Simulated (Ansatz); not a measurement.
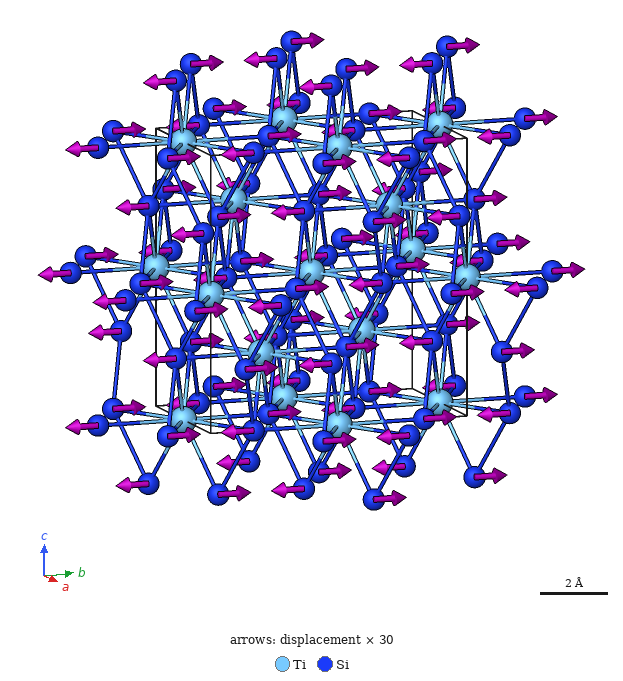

This is a relaxation of solid TiSi2 (built on the database_70 type). The starting structure is drawn; purple arrows show the displacements, magnified 30 times.

The picture is a ball-and-stick view of the conventional cell (4 times the calculation's cell), seen slightly off an axis. Lengths and directions refer to the drawn axes.

Case: structure reported for this formula (Fddd, No. 70).

The calculation used Ansatz 0.2.0, DFT r2SCAN, scalar-relativistic, plane waves, PAW. Set-up: plane-wave cutoff 500 eV; k-point mesh 10 × 10 × 10; occupations gaussian; smearing width 0.1 eV; no spin polarisation; cell and atoms relaxed; force threshold 0.01 eV/Å; at most 80 steps.

Which element moves most?

Answer. Silicon: up to 0.036 Å, against 0.000 Å for titanium.

What did the optimiser do to the structure, and how much energy did it gain?

Answer. Over 4 accepted moves (5 points after the start) the energy falls by 2.9 meV per atom. Largest force component: 0.23 eV/Å at the start, 0.00015 eV/Å at the end. Pressure: −0.01 GPa at the start and 0.01 GPa at the end. At 1 point the geometry stayed and the basis and grid were re-selected for the new cell (energy shift of less than 0.05 meV per atom at most each time). The largest moves relative to the cell, 0.036 Å, are those of Si atoms. Ti stays in place. The drawn cell changes at constant volume: a 4.773 → 4.781 Å (+0.2 %), b 8.236 → 8.232 Å (0.0 %), c 8.523 → 8.516 Å (−0.1 %). Some distances before and after: Si–Ti 2.743 → 2.777 Å, Si–Si 2.538 → 2.519 Å, Si–Ti 2.754 → 2.740 Å, Si–Ti 2.536 → 2.545 Å. The space group stays Fddd (No. 70). The run took 3.9 min on 1 thread of Arm Neoverse V2, with other jobs on the host, peak memory 0.89 GiB.
